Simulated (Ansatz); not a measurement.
# Run report: Al17N16, nudged elastic band (part 3 of 3)

Al17N16 (defect cell, 33 atoms in the cell); DFT PBE, scalar-relativistic, plane waves, PAW, no spin polarisation (Ansatz 0.2.0); cutoff 420 eV, 2×2×2 k-mesh, Gaussian smearing of 0.02 eV. The structure derives from a Materials Project entry. It belongs to a series of runs on one base structure; here: climbing-image band for the jump of Al by 2.51 A.

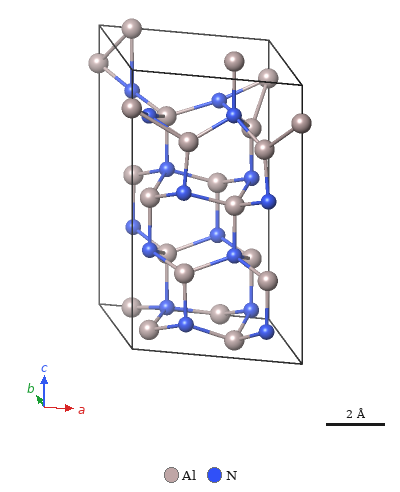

The structure as given in the input (ball-and-stick view of the cell of the calculation, seen slightly off an axis). An atom can appear more than once, as a periodic image.

### Output, continued
```
  k-point 2: bands = ["-7.4709", "-7.0644", "-6.6376", "-6.4069", "-6.2920", "-6.2626", "-6.2137", "-5.9436", "-5.7043", "-5.5726", "-5.4803", "-5.3923", "-5.3835", "-5.2324", "-5.0326", "-4.9769", "1.4088", "1.7274", "1.9856", "2.3216", "2.3667", "2.4218", "2.5168", "2.7839", "2.8905", "3.0581", "3.1424", "3.1605", "3.2723", "3.3229", "3.6009", "3.6389", "3.7282", "3.8706", "3.9870", "4.2372", "4.3514", "4.3838", "4.4033", "4.5144", "4.7633", "4.9074", "5.2610", "5.3684", "5.5063", "5.5672", "5.6278", "5.7177", "5.7945", "5.8267", "5.8815", "5.9363", "5.9926", "6.2075", "6.2367", "6.3418", "6.3823", "6.5557", "6.6092", "6.7664", "6.8214", "6.9554", "7.0436", "7.2560", "10.1249", "11.3198", "11.7965", "12.0116", "12.4200", "13.1067", "13.5079", "13.5383", "13.7769", "13.8243", "13.9856", "14.1147", "14.1332", "14.5307", "14.5545", "14.8132", "14.9204", "15.1431", "15.1695", "15.4459", "15.7184", "15.8905", "16.0730", "16.2234", "16.2995", "16.3914", "16.5071", "16.6985", "16.7693", "16.8224", "16.8591", "17.2494", "17.3319", "17.4378", "17.9057"]
  k-point 7: bands = ["-7.4308", "-6.9273", "-6.8456", "-6.7732", "-6.2665", "-6.0441", "-5.8791", "-5.7743", "-5.7579", "-5.7085", "-5.5759", "-5.4336", "-5.2985", "-5.2435", "-5.0697", "-5.0502", "1.4374", "1.7749", "2.1022", "2.3591", "2.4050", "2.5473", "2.5845", "2.6189", "2.7051", "2.7209", "2.7942", "2.8099", "3.3356", "3.6477", "3.8082", "3.9703", "4.0887", "4.1398", "4.1582", "4.2333", "4.3012", "4.4437", "4.6096", "4.7196", "4.7754", "4.8628", "4.8916", "4.9271", "5.0234", "5.3056", "5.3196", "5.4481", "5.4937", "5.8636", "5.9714", "6.1135", "6.2542", "6.3707", "6.3987", "6.4587", "6.5866", "6.5997", "6.6709", "6.7674", "6.9226", "6.9269", "6.9868", "7.1894", "10.1168", "11.3554", "11.8932", "11.9915", "12.3286", "13.1596", "13.3215", "13.5074", "13.7061", "14.0629", "14.0920", "14.1508", "14.4528", "14.6042", "14.6110", "14.7065", "14.8580", "14.9207", "15.2500", "15.4031", "15.5903", "15.7839", "15.9001", "15.9892", "16.1642", "16.4722", "16.6173", "16.6838", "16.7586", "16.8797", "17.0996", "17.1854", "17.2553", "17.3607", "17.8026"]
this run last wrote the band of iteration 24 to [file]
--- NEB band (5 images, 24 band iterations, 573 SCF iterations) ---
  forward barrier  = 1.890452 eV
  backward barrier = 1.890451 eV
  lagrangian_above_aufbau_ev (what the smearing adds, to first order; not taken off the barriers): saddle image -0.000002 eV, end points -0.000000 and -0.000000 eV
  climbing image's point = of an order that was not read
  energies are F+E_penalty+E_count in eV, relative to image 0
  image     s (Å)  Δ vs image 0  max|band force component| (eV/Å)
      0    0.0000      0.000000                                 —
      1    1.3766      0.489012                          4.077e-2
      2    2.7537      0.410434                          1.614e-2
  *   3    4.1311      1.890452                          5.729e-3
      4    5.3786      0.000001                                 —
  climbing-image geometry (image 3):
  cell:  # Å, volume = 340.6446 Å³
    - [3.1302084199, -5.4216800216, 0.0]
    - [-6.2604168399, 0.0, 0.0]
    - [0.0, 0.0, -10.0360866438]
  atoms:
    - { symbol: Al, position: [0.3289423906547601, 0.16420703521554164, 0.25909774650552997] }
    - { symbol: Al, position: [0.33797891739280056, 0.1686265701862527, 0.7461884536036839] }
    - { symbol: Al, position: [0.8365138537915008, 0.16550592615019766, 0.2578067143313282] }
    - { symbol: Al, position: [0.8337552911351075, 0.1693016836132712, 0.745116511083108] }
    - { symbol: Al, position: [0.3327780051335631, 0.6661040512980476, 0.2852754348518857] }
    - { symbol: Al, position: [0.3381819389320497, 0.668853748432863, 0.7601404790108185] }
    - { symbol: Al, position: [0.8366828181603647, 0.6705622362000053, 0.2578230487338108] }
    - { symbol: Al, position: [0.833530390709764, 0.6640576005476237, 0.745160628940503] }
    - { symbol: Al, position: [0.21856142700980924, 0.41333207296157093, -0.015625422309498795] }
    - { symbol: Al, position: [0.16691125267293688, 0.3313043852883639, 0.5098259734540511] }
    - { symbol: Al, position: [0.6637783502322646, 0.3317428210627617, -0.0036611009852807715] }
    - { symbol: Al, position: [0.667853452494126, 0.33370749333386923, 0.4979934590470785] }
    - { symbol: Al, position: [0.21630146689456298, 0.8027718328249559, -0.015453330075468943] }
    - { symbol: Al, position: [0.16688130832315773, 0.8350608552769381, 0.5098572236375581] }
    - { symbol: Al, position: [0.5857592950506283, 0.7934633320669312, -0.016637724503919756] }
    - { symbol: Al, position: [0.671263340183394, 0.8354073502826935, 0.5085547968694529] }
    - { symbol: N, position: [0.3218405504989682, 0.1606590480648859, 0.05890968962067485] }
    - { symbol: N, position: [0.34052676838714424, 0.16998834218061545, 0.5596882103848744] }
    - { symbol: N, position: [0.8361694375777385, 0.16181682116837554, 0.058702619134770144] }
    - { symbol: N, position: [0.8317912724997385, 0.1701295043085487, 0.5585242057801618] }
    - { symbol: N, position: [0.3267045125554807, 0.6630738737399803, 0.10833513564799524] }
    - { symbol: N, position: [0.3356926141870457, 0.6675848601882572, 0.5639660244506708] }
    - { symbol: N, position: [0.8372012777168618, 0.6741775943866997, 0.05867910190754842] }
    - { symbol: N, position: [0.8317364093012414, 0.6612081308824354, 0.558562972706722] }
    - { symbol: N, position: [0.16364309191042276, 0.32571154859790363, 0.3224092073868111] }
    - { symbol: N, position: [0.15906500348291008, 0.3169483881625067, 0.8007759166804302] }
    - { symbol: N, position: [0.6669087228809857, 0.3332312825360743, 0.30562070073660397] }
    - { symbol: N, position: [0.6692204002383373, 0.33438777580167206, 0.8087068367832555] }
    - { symbol: N, position: [0.1637316552238276, 0.8374348742611011, 0.32245608813191196] }
    - { symbol: N, position: [0.15887311103628327, 0.841385430758775, 0.8008089265270854] }
    - { symbol: N, position: [0.6747137336668104, 0.8370595841888053, 0.3203229460294026] }
    - { symbol: N, position: [0.6899535072381753, 0.8449387701047106, 0.7998053252321138] }
    - { symbol: Al, position: [-0.002892443797759603, -0.0014861121982329883, 1.019320091064328] }
```

### The last band as extended XYZ (Å, eV, eV/Å)
```
33
Lattice="3.1302 -5.4217 0.0000 -6.2604 0.0000 0.0000 0.0000 0.0000 -10.0361" Properties=species:S:1:pos:R:3:forces:R:3 image=0 energy=-15315.42772
Al    0.0084   -1.8355   -2.6294   -0.0034  -0.0052  -0.0007
Al    0.0555   -1.9793   -7.3644    0.0002   0.0025   0.0045
Al    1.5437   -4.5064   -2.6264   -0.0028   0.0013  -0.0029
Al    1.3939   -4.4201   -7.3166    0.0090   0.0037   0.0044
Al   -3.1282   -1.8088   -2.5321    0.0056  -0.0013  -0.0018
Al   -3.1399   -1.8014   -7.4711    0.0019  -0.0033  -0.0016
Al   -1.5359   -4.5117   -2.6307    0.0033   0.0054  -0.0023
Al   -1.3869   -4.4797   -7.3624   -0.0090  -0.0004   0.0023
Al   -1.4931   -0.8748   -0.2574   -0.0029  -0.0039  -0.0066
Al   -1.5685   -0.9195   -4.9948   -0.0008   0.0017  -0.0026
Al   -0.0046   -3.6121   -0.1319   -0.0025   0.0010  -0.0009
Al    0.0166   -3.6240   -4.9835    0.0042   0.0013  -0.0016
Al   -4.7495   -0.8726   -0.2211    0.0050  -0.0028  -0.0019
Al   -4.6709   -0.9180   -5.0047    0.0019  -0.0038  -0.0052
Al   -3.1193   -3.6935   -0.2620    0.0018   0.0050  -0.0057
Al   -3.1184   -3.6039   -4.9952   -0.0043   0.0026  -0.0054
N     0.0160   -1.8961   -0.7907   -0.0016  -0.0095   0.0009
N     0.0083   -1.8236   -5.5279    0.0034   0.0024  -0.0018
N     1.4854   -4.4735   -0.7796   -0.0086   0.0050  -0.0052
N     1.5800   -4.5271   -5.4879   -0.0014  -0.0010   0.0015
N    -3.1229   -1.8126   -0.5976    0.0023  -0.0003   0.0022
N    -3.1173   -1.8146   -5.5713   -0.0037   0.0012   0.0007
N    -1.4791   -4.4885   -0.7925    0.0072   0.0063  -0.0001
N    -1.5466   -4.5175   -5.5263    0.0014  -0.0036  -0.0012
N    -1.5717   -0.9147   -3.1082    0.0005  -0.0007   0.0029
N    -1.5188   -0.8798   -7.9564   -0.0039  -0.0026   0.0047
N     0.0017   -3.6150   -3.1789   -0.0015   0.0001   0.0020
N    -0.0211   -3.6019   -8.2225    0.0014  -0.0019  -0.0015
N    -4.6795   -0.9133   -3.1286   -0.0007  -0.0009   0.0037
N    -4.7317   -0.8821   -8.0252   -0.0017  -0.0001   0.0090
N    -3.1243   -3.6039   -3.1080   -0.0004  -0.0004   0.0042
N    -3.1273   -3.6660   -7.9515   -0.0015   0.0018   0.0095
Al   -0.0228    0.0158   -8.6590    0.0014   0.0005  -0.0034
33
Lattice="3.1302 -5.4217 0.0000 -6.2604 0.0000 0.0000 0.0000 0.0000 -10.0361" Properties=species:S:1:pos:R:3:forces:R:3 image=2 energy=-15315.01729
Al    0.0011   -1.7741   -2.5171    0.0022  -0.0029  -0.0479
Al    0.0040   -1.8949   -7.4103   -0.0017   0.0440  -0.0352
Al    1.6098   -4.5613   -2.5052   -0.0203   0.0174  -0.0473
Al    1.4895   -4.4740   -7.3876    0.0570  -0.0281  -0.0555
Al   -3.1264   -1.8120   -2.9578   -0.0009   0.0033   0.0624
Al   -3.1308   -1.8248   -7.9180    0.0020  -0.0020   0.2106
Al   -1.6040   -4.5594   -2.4980    0.0189   0.0139  -0.0503
Al   -1.4821   -4.4740   -7.3834   -0.0492  -0.0264  -0.0504
Al   -1.8147   -1.0786   -0.1373   -0.0704  -0.0828   0.2393
Al   -1.5606   -0.9156   -5.1145    0.0105   0.0154   0.0031
Al    0.0093   -3.6091    0.0329   -0.0063   0.0113   0.0223
Al    0.0028   -3.6238   -4.8778    0.0014   0.0006  -0.0772
Al   -4.4388   -1.0942   -0.1322    0.0773  -0.0690   0.2312
Al   -4.6951   -0.9153   -5.1101   -0.0101   0.0145   0.0032
Al   -3.1372   -3.2705   -0.1349   -0.0031   0.0702   0.2474
Al   -3.1277   -3.6271   -5.1005    0.0012  -0.0123   0.0101
N    -0.0002   -1.7075   -0.5440    0.0026  -0.0182  -0.0130
N     0.0031   -1.8659   -5.5771   -0.0013   0.0158  -0.0154
N     1.6635   -4.5819   -0.5200   -0.0379   0.0361  -0.0351
N     1.5257   -4.5044   -5.5581    0.0158  -0.0027  -0.0299
N    -3.1210   -1.7743   -1.2037   -0.0026   0.0091   0.0974
N    -3.1282   -1.8181   -5.7632    0.0002  -0.0011   0.0936
N    -1.6544   -4.5776   -0.5113    0.0278   0.0272  -0.0308
N    -1.5202   -4.5045   -5.5547   -0.0169  -0.0028  -0.0267
N    -1.5120   -0.8915   -3.2448   -0.0091   0.0084   0.0216
N    -1.4082   -0.8080   -8.0950   -0.0540  -0.0435   0.0677
N     0.0028   -3.6318   -2.9664   -0.0007   0.0088  -0.0527
N     0.0023   -3.6204   -8.0902    0.0012  -0.0024  -0.0045
N    -4.7429   -0.8914   -3.2380    0.0099   0.0056   0.0212
N    -4.8442   -0.8064   -8.0879    0.0496  -0.0398   0.0617
N    -3.1272   -3.6766   -3.2197   -0.0021   0.0094   0.0224
N    -3.1248   -3.7962   -8.0519    0.0011   0.0472   0.0137
Al    0.0083    0.0289   -9.0729    0.0078  -0.0241  -0.8569
33
Lattice="3.1302 -5.4217 0.0000 -6.2604 0.0000 0.0000 0.0000 0.0000 -10.0361" Properties=species:S:1:pos:R:3:forces:R:3 image=4 energy=-15315.42772
Al   -0.0002   -1.7448   -2.7301    0.0001  -0.0057  -0.0019
Al   -0.0003   -1.8355   -7.5137   -0.0023  -0.0036  -0.0052
Al    1.6260   -4.5660   -2.7664   -0.0048   0.0006  -0.0066
Al    1.5496   -4.5230   -7.5038    0.0011   0.0015  -0.0026
Al   -3.1305   -1.8021   -2.6409   -0.0004   0.0027  -0.0009
Al   -3.1301   -1.8263   -7.4925    0.0033  -0.0030  -0.0016
Al   -1.6281   -4.5670   -2.7710    0.0052   0.0009  -0.0057
Al   -1.5501   -4.5231   -7.5042    0.0001   0.0050  -0.0054
Al   -1.6864   -1.0377    0.1627    0.0023   0.0011   0.0045
Al   -1.5854   -0.9251   -5.1384   -0.0062   0.0004  -0.0007
Al    0.0002   -3.6032    0.0559   -0.0019  -0.0033  -0.0016
Al   -0.0003   -3.6170   -5.0412    0.0016  -0.0055  -0.0018
Al   -4.5730   -1.0387    0.1646   -0.0049   0.0076   0.0023
Al   -4.6752   -0.9257   -5.1398    0.0064  -0.0002  -0.0023
Al   -3.1310   -3.4172    0.2105    0.0077  -0.0060   0.0044
Al   -3.1308   -3.5901   -5.1354   -0.0003   0.0030  -0.0029
N     0.0005   -1.7650   -0.4982   -0.0009   0.0014   0.0090
N    -0.0004   -1.8258   -5.6376   -0.0011   0.0001   0.0037
N     1.6089   -4.5463   -0.4294   -0.0041   0.0021   0.0047
N     1.5522   -4.5179   -5.6173   -0.0004  -0.0008   0.0029
N    -3.1298   -1.7827   -0.6954   -0.0010  -0.0021  -0.0015
N    -3.1298   -1.8090   -5.6880   -0.0007   0.0013   0.0020
N    -1.6083   -4.5463   -0.4244    0.0008   0.0022   0.0095
N    -1.5530   -4.5179   -5.6171   -0.0005   0.0002   0.0042
N    -1.6341   -0.9619   -3.2998   -0.0090  -0.0034   0.0009
N    -1.5751   -0.9190   -8.0370    0.0037  -0.0017  -0.0018
N    -0.0010   -3.6234   -3.1066    0.0009  -0.0021   0.0022
N     0.0001   -3.6293   -8.0803   -0.0008   0.0038   0.0007
N    -4.6267   -0.9633   -3.3015    0.0090  -0.0031  -0.0001
N    -4.6856   -0.9194   -8.0353   -0.0025  -0.0030  -0.0012
N    -3.1315   -3.5232   -3.2886    0.0000   0.0099  -0.0052
N    -3.1306   -3.6319   -7.9969   -0.0016   0.0007   0.0016
Al    0.0023    0.0277  -11.1680    0.0011  -0.0010  -0.0034
```

### Key numbers

| quantity | value |
| --- | --- |
| outcome | converged |
| barrier, forward | 1.891 eV |
| barrier, backward | 1.891 eV |
| electrons treated | 131 |
| hardware | 4 threads of Arm Neoverse V1, 24 GiB of memory available, shared host |
| wall time | 7.4 min (CPU time 21 min) |
| peak memory | 1.7 GiB |

The cell holds an odd number of electrons but the run has no spin polarisation, so a band is left half filled. The k-point mesh is coarse for a cell of this size, so the results may not be converged. The order of the saddle point was not checked.
